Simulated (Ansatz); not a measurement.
# Geometry relaxation of Ti$_{5}$Si (part 2 of 2)

Continued. System: Ti$_{5}$Si (R32, 6 atoms in the cell). Method: DFT PBEsol, scalar-relativistic, plane waves, PAW, no spin polarisation (Ansatz 0.2.0); cutoff 420 eV, 12×12×12 k-mesh, Gaussian smearing of 0.1 eV. The structure derives from a Materials Project entry.

Geometry of the input (Å; fractional positions):
```
2.5228  1.4566  4.4409
-2.5228  1.4566  4.4409
0.0000  -2.9131  4.4409
Ti 0.1514  0.1514  0.1514
Ti 0.6054  0.3947  0.0000
Ti 0.0000  0.6054  0.3947
Ti 0.8486  0.8486  0.8486
Ti 0.3946  -0.0000  0.6054
Si 0.5000  0.5000  0.5000
```

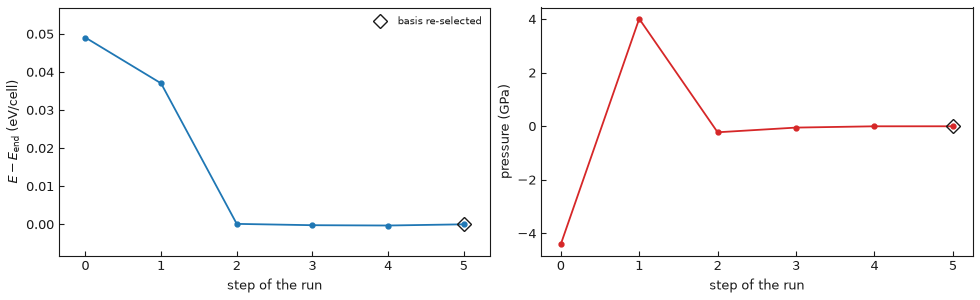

Fig. 1: Progress of the relaxation, step by step (the first geometry is step 0 here and step 1 in the log).

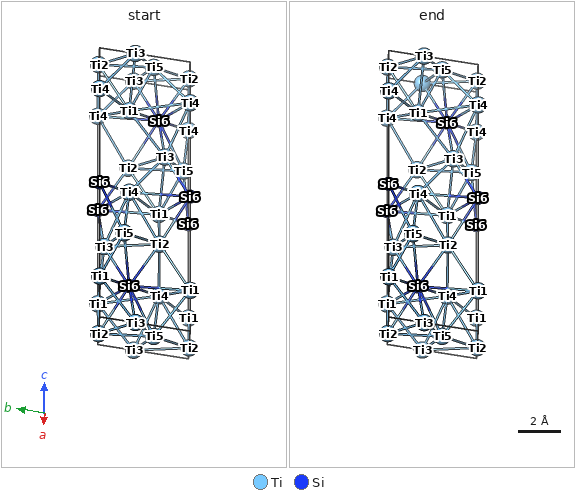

Fig. 2: Before (left) and after (right) the relaxation, at one scale (ball-and-stick view of the cell 3 times as large as that of the calculation, set on its symmetry axes, seen at an oblique angle). After 4 geometry steps the energy has fallen by 49.4 meV per cell of the calculation. The largest force component goes from 0.067 to 0.00052 eV/Å. The pressure goes from −4.41 to 0.00 GPa. The atoms keep their places relative to the cell (all moves are under 0.005 Å). The volume changes by −3.5 %, with a = b 5.046 → 4.980 Å (−1.3 %), c 13.323 → 13.197 Å (−0.9 %). Among the contacts that change: Ti1–Si6 2.920 → 2.882 Å, Ti1–Ti4 2.941 → 2.904 Å, Ti2–Ti3 2.686 → 2.648 Å, Ti1–Ti2 2.835 → 2.803 Å. The space group stays R32 (No. 155). A last SCF at the same geometry on a re-selected plane-wave basis shifts the energy by +0.3 meV per cell of the calculation. (Atoms are counted from 1 in the order of the input.)

```
basis re-selected at this cell: Δ(F+E_penalty+E_count) = +3.121e-4 eV, ΔP = +0.001 GPa vs the last step (what re-selecting the basis moved, of the pressure what is left beyond the Pulay correction that the steps carried, after the strain that the cell walked since its last selection, with what the two solves' SCF thresholds leave and, on support functions, any second-order correction that the steps lacked; it is no measure of the basis error at this ecutwfc). This SCF's stress stands 3.30e-3 GPa from its target on what of the cell is left free (relax.cell.stress_tol is 5.00e-2 GPa) and its largest allowed force component is 5.17e-4 eV/Å (relax.f_tol is 5.00e-3 eV/Å): within both
SCF converged after 8 iterations
Free energy (F): -12992.975382 eV
Harris-Foulkes:  -12992.975382 eV  (|F-HF|=0.00e0)
Internal energy: -12992.950149 eV  (E = F + TS)
E sigma→0 (E₀):  -12992.962765 eV
Entropy (-TS):   -0.025233 eV (-4.206 meV/atom)
Fermi energy:    13.760623 eV
--- Per-component energies (eV) ---
  E_band       = -716.725829
  E_kinetic    = 1411.851162
  E_local      = -4231.447511  (includes V_loc(G=0)·N_el)
  E_nonlocal   = 72.915926
  E_hartree    = 1773.613377
  E_xc         = -542.338530
  E_vxc        = -659.924950  (∫ρ·V_xc dr)
  E_paw        = -5612.879461  (= ΣΔE_a)
  E_vpaw       = -857.347783  (= ΣTr[D̂ρ^β])
  E_aug_tail   = 0.000572  (compensation charges beyond the density's cutoff)
  E_ewald      = -5865.394166
  E_core_change = 0.728482  (= ΣΔE_core)
  E_smearing   = -0.025233  (= −TS)
  E_closure    = 0.000000  (closes the sum)
  Σ components = -12992.975382   (vs F -12992.975382, Δ=0.00e0)
--- Forces (eV/Å), atoms counted from 1 ---
  atom   1  Ti     0.00000000     0.00000000    -0.00051687
  atom   2  Ti     0.00033012     0.00000000     0.00000000
  atom   3  Ti    -0.00016506     0.00028590     0.00000000
  atom   4  Ti     0.00000000    -0.00000000     0.00051687
  atom   5  Ti    -0.00016506    -0.00028590    -0.00000000
  atom   6  Si     0.00000000     0.00000000     0.00000000
  max |Σ_I F_I| component: 1.71e-16 eV/Å
--- Stress (GPa, compression-positive) ---
       -0.003298       0.000000       0.000000
        0.000000      -0.003298      -0.000000
        0.000000      -0.000000       0.001121
  P = ⅓ Tr σ = -0.0018 GPa (-0.018 kbar)
--- Band table (eV; the first three rows and the last of 189) ---
  k-point 0: bands = ["-42.6593", "-42.5677", "-42.4399", "-42.2839", "-42.2839", "-19.3239", "-19.2187", "-19.1454", "-19.1454", "-19.0801", "-19.0728", "-19.0728", "-18.8465", "-18.8465", "-18.6350", "-18.6350", "-18.5816", "-18.5743", "-18.3008", "-18.3008", "4.7026", "10.0596", "11.0048", "11.0048", "11.9515", "12.0013", "12.6359", "12.6359", "12.8513", "12.8513", "13.0002", "13.6921", "13.7004", "13.7004", "14.8576", "14.8576", "15.2534", "15.2965", "15.5894"]
  k-point 1: bands = ["-42.6573", "-42.5687", "-42.4383", "-42.2866", "-42.2840", "-19.3217", "-19.2179", "-19.1555", "-19.1409", "-19.1131", "-19.0540", "-19.0303", "-18.8490", "-18.8409", "-18.6520", "-18.6338", "-18.5845", "-18.5712", "-18.3120", "-18.3041", "4.7520", "9.9976", "10.9437", "11.0328", "11.8634", "12.1410", "12.5164", "12.5843", "12.7515", "12.8958", "13.0734", "13.6935", "13.7215", "13.7912", "14.7932", "14.8751", "15.2740", "15.3584", "15.4890"]
  k-point 2: bands = ["-42.6517", "-42.5717", "-42.4334", "-42.2944", "-42.2840", "-19.3164", "-19.2118", "-19.1700", "-19.1456", "-19.1262", "-19.0084", "-18.9806", "-18.8569", "-18.8272", "-18.6823", "-18.6409", "-18.5880", "-18.5742", "-18.3434", "-18.3128", "4.8929", "9.7995", "10.9614", "11.0443", "11.6477", "12.1806", "12.4844", "12.5095", "12.6035", "12.9265", "13.1785", "13.6418", "13.8719", "13.9337", "14.7235", "14.8933", "15.1885", "15.3397", "15.5429"]
  k-point 188: bands = ["-42.6316", "-42.5687", "-42.4674", "-42.2840", "-42.2840", "-19.3012", "-19.2043", "-19.2043", "-19.0611", "-18.9715", "-18.9715", "-18.9600", "-18.8639", "-18.8639", "-18.8226", "-18.6534", "-18.6500", "-18.6500", "-18.3087", "-18.3087", "5.6902", "8.7151", "10.4224", "10.4224", "11.6949", "11.9250", "12.2443", "12.2443", "13.0395", "13.1860", "13.1860", "13.5658", "14.0184", "14.0184", "14.6831", "15.1041", "15.1041", "15.4460", "15.4460"]
--- Relaxed structure (5 steps of the walk, 5 accepted, 1 SCFs on fresh bases) ---
  F+E_penalty+E_count = -12992.97538190 eV   max|allowed force component| = 5.169e-4 eV/Å   (the final SCF, on the basis selected at the relaxed cell)
  cell:  # Å, volume = 94.4648 Å³
    - [2.489767864468982, 1.4374681467543364, 4.399076228375859]
    - [-2.489767864468982, 1.4374681467543364, 4.399076228375859]
    - [-3.6630795778717917e-34, -2.8749362935582017, 4.399076228359674]
  atoms:
    - { symbol: Ti, position: [0.15121786475616142, 0.15121786475616142, 0.15121786475616145] }
    - { symbol: Ti, position: [0.6046246927597246, 0.3953753072402753, 1.1102230246251565e-16] }
    - { symbol: Ti, position: [-1.1102230246251565e-16, 0.6046246927597246, 0.3953753072402754] }
    - { symbol: Ti, position: [0.8487821352438387, 0.8487821352438387, 0.8487821352438388] }
    - { symbol: Ti, position: [0.39537530724027536, 0.0, 0.6046246927597247] }
    - { symbol: Si, position: [0.5, 0.5, 0.5000000000000002] }
```

Trajectory as extended XYZ (Å, eV, eV/Å), 6 frames, from step=1 to step=6:
```
6
Lattice="2.5228 1.4566 4.4409 -2.5228 1.4566 4.4409 0.0000 -2.9131 4.4409" Properties=species:S:1:pos:R:3:forces:R:3 step=1 energy=-12992.92633 pressure_GPa=-4.41
Ti    0.0000    0.0000    2.0176    0.0000   0.0000   0.0352
Ti    0.5316    1.4566    4.4409   -0.0667   0.0000   0.0000
Ti   -1.5272   -0.2679    4.4409    0.0333  -0.0578   0.0000
Ti    0.0000    0.0000   11.3051    0.0000   0.0000  -0.0352
Ti    0.9956   -1.1886    4.4409    0.0333   0.0578   0.0000
Si    0.0000    0.0000    6.6614    0.0000   0.0000   0.0000
6
Lattice="2.4646 1.4229 4.3600 -2.4646 1.4229 4.3600 0.0000 -2.8459 4.3600" Properties=species:S:1:pos:R:3:forces:R:3 step=2 energy=-12992.93835 pressure_GPa=4.01
Ti    0.0000    0.0000    1.9947    0.0000   0.0000  -0.0731
Ti    0.5391    1.4229    4.3600   -0.0938   0.0000   0.0000
Ti   -1.5019   -0.2446    4.3600    0.0469  -0.0813   0.0000
Ti    0.0000    0.0000   11.0852    0.0000   0.0000   0.0731
Ti    0.9627   -1.1784    4.3600    0.0469   0.0813   0.0000
Si    0.0000    0.0000    6.5399    0.0000   0.0000   0.0000
6
Lattice="2.4923 1.4389 4.3980 -2.4923 1.4389 4.3980 0.0000 -2.8778 4.3980" Properties=species:S:1:pos:R:3:forces:R:3 step=3 energy=-12992.97527 pressure_GPa=-0.23
Ti    0.0000    0.0000    1.9993    0.0000   0.0000  -0.0160
Ti    0.5260    1.4389    4.3980   -0.0243   0.0000   0.0000
Ti   -1.5091   -0.2639    4.3980    0.0121  -0.0210   0.0000
Ti    0.0000    0.0000   11.1948    0.0000   0.0000   0.0160
Ti    0.9831   -1.1750    4.3980    0.0121   0.0210   0.0000
Si    0.0000    0.0000    6.5970    0.0000   0.0000   0.0000
6
Lattice="2.4906 1.4379 4.3979 -2.4906 1.4379 4.3979 0.0000 -2.8759 4.3979" Properties=species:S:1:pos:R:3:forces:R:3 step=4 energy=-12992.97561 pressure_GPa=-0.05
Ti    0.0000    0.0000    1.9968    0.0000   0.0000  -0.0048
Ti    0.5235    1.4379    4.3979   -0.0137   0.0000   0.0000
Ti   -1.5070   -0.2656    4.3979    0.0069  -0.0119   0.0000
Ti    0.0000    0.0000   11.1968    0.0000   0.0000   0.0048
Ti    0.9835   -1.1723    4.3979    0.0069   0.0119   0.0000
Si    0.0000    0.0000    6.5968    0.0000   0.0000   0.0000
6
Lattice="2.4898 1.4375 4.3991 -2.4898 1.4375 4.3991 0.0000 -2.8749 4.3991" Properties=species:S:1:pos:R:3:forces:R:3 step=5 energy=-12992.97569 pressure_GPa=-0.00
Ti    0.0000    0.0000    1.9957    0.0000   0.0000  -0.0005
Ti    0.5210    1.4375    4.3991    0.0003   0.0000   0.0000
Ti   -1.5054   -0.2676    4.3991   -0.0001   0.0003   0.0000
Ti    0.0000    0.0000   11.2016    0.0000   0.0000   0.0005
Ti    0.9844   -1.1699    4.3991   -0.0001  -0.0003   0.0000
Si    0.0000    0.0000    6.5986    0.0000   0.0000   0.0000
6
Lattice="2.4898 1.4375 4.3991 -2.4898 1.4375 4.3991 0.0000 -2.8749 4.3991" Properties=species:S:1:pos:R:3:forces:R:3 step=6 energy=-12992.97538 pressure_GPa=-0.00
Ti    0.0000    0.0000    1.9957    0.0000   0.0000  -0.0005
Ti    0.5210    1.4375    4.3991    0.0003   0.0000   0.0000
Ti   -1.5054   -0.2676    4.3991   -0.0002   0.0003   0.0000
Ti    0.0000    0.0000   11.2016    0.0000   0.0000   0.0005
Ti    0.9844   -1.1699    4.3991   -0.0002  -0.0003   0.0000
Si    0.0000    0.0000    6.5986    0.0000   0.0000   0.0000
```

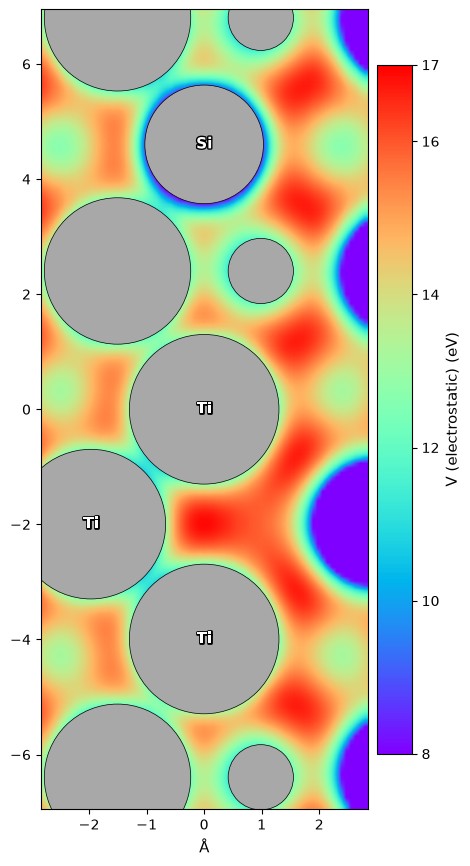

Fig. 3: Electrostatic potential (local pseudopotential plus Hartree) felt by an electron on the (010) plane of the conventional cell. Grey discs, where drawn, cover atomic cores. Atoms in the plane: Ti and Si. Outside the cores the potential energy rises away from the atoms and is highest about 2.0 Å from the nearest atoms; outside the discs it spans about 9 eV, and its zero is arbitrary. In a PAW calculation such maps are meaningful between the atoms, not at the nuclei.

Summary:

```json
{"quantity": "outcome", "value": "converged"}
{"quantity": "space group (tolerance 0.01 Å)", "value": "R32 (155)"}
{"quantity": "electrons treated", "value": "64"}
{"quantity": "free energy", "value": "−12992.9754 eV"}
{"quantity": "Fermi energy", "value": "13.761 eV"}
{"quantity": "gap on the k-point mesh", "value": "none (metallic)"}
{"quantity": "pressure", "value": "0.00 GPa"}
{"quantity": "final volume", "value": "94.46 Å³"}
{"quantity": "largest force (length of the vector) at the end", "value": "0.001 eV/Å"}
{"quantity": "final cell", "value": "a = 5.255 Å, b = 5.255 Å, c = 5.255 Å, α = 56.56°, β = 56.56°, γ = 56.56°"}
{"quantity": "hardware", "value": "2 threads of AMD EPYC (Zen 3), 24 GiB of memory available, shared host"}
{"quantity": "wall time", "value": "3.3 min (CPU time 6.6 min)"}
{"quantity": "peak memory", "value": "0.86 GiB"}
```
